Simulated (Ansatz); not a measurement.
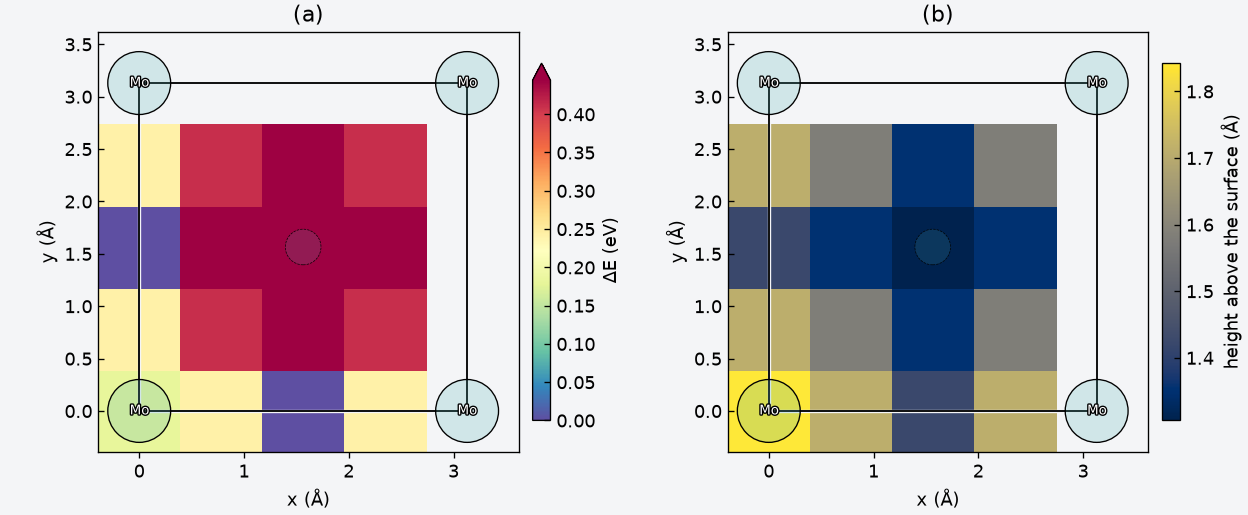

F on a Mo(100) slab cut from the Im-3m phase (5 atoms of substrate and one adsorbate in a 1 × 1 cell). One F atom a 1 × 1 cell is placed over a mesh of places on the rigid (1 0 0) surface, and only its height is relaxed. Places are given modulo a cell vector. The map is drawn in real space over the plane of the surface. Grid: 4 × 4 points. Energies: eV, counted from the lowest grid point. With one adsorbate in each 1 × 1 cell, its nearest image is 3.1 Å away, so neighbouring adsorbates interact. The calculation used Ansatz 0.2.0, DFT PBEsol, scalar-relativistic, plane waves, PAW.

Panel (a) is the energy and panel (b) the computed height above the surface on the same grid.

The picture shows one coloured cell a grid point, labelled circles for the atoms of the top layer and small ones for the second layer, the outline of one cell of the plane, one colour for all values above the top of the scale.

### How does the height above the surface vary over the map, and what is it at the lowest grid point?

It runs from 1.31 Å at a fourfold hollow over a second-layer Mo atom, (2/4, 2/4) of the cell vectors to 1.84 Å at the top site over a surface Mo atom, (0/4, 0/4) of the cell vectors. At the lowest grid point, a bridge site between two Mo atoms, (0/4, 2/4) of the cell vectors, it is 1.42 Å.
